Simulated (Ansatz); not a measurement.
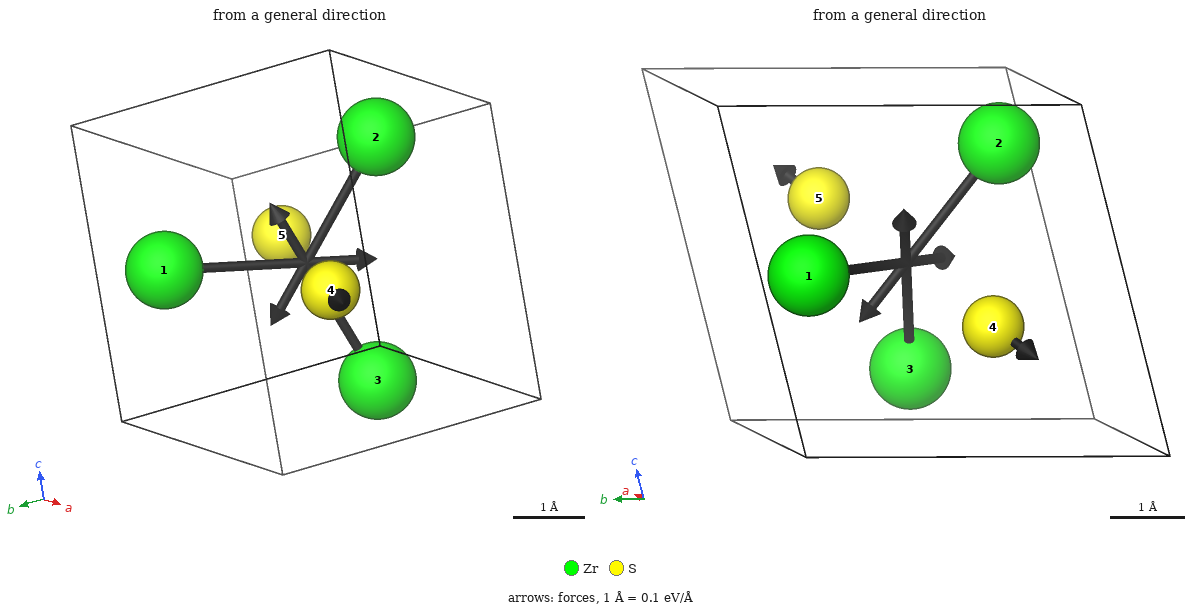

A spheres-only rendering, viewed from two general directions. Thin lines show the simulation cell, with boundary atoms drawn in all their periodic places. The arrows are the computed forces on the atoms.

System: Zr$_{3}$S$_{2}$. Computational set-up: Ansatz, DFT PBE, scalar-relativistic, plane waves, PAW, wavefunction cutoff 420 eV, 12×12×12 k-mesh, Gaussian smearing of 0.15 eV, no spin polarisation.

### Has this structure been optimised to equilibrium?

No. The atoms still feel forces of up to about 0.26 eV/Å, far above a usual threshold of 0.01 to 0.03 eV/Å.

### Which atom has the biggest force on it?

All Zr atoms, about 0.26 eV/Å.

### List the mean force on each species.

Mean magnitudes: about Zr 0.26 eV/Å, S 0.051 eV/Å.

Starting structure: a structure listed in the Materials Project. The cell was then strained or its atoms displaced on purpose. A calculation with Ansatz used it as input.
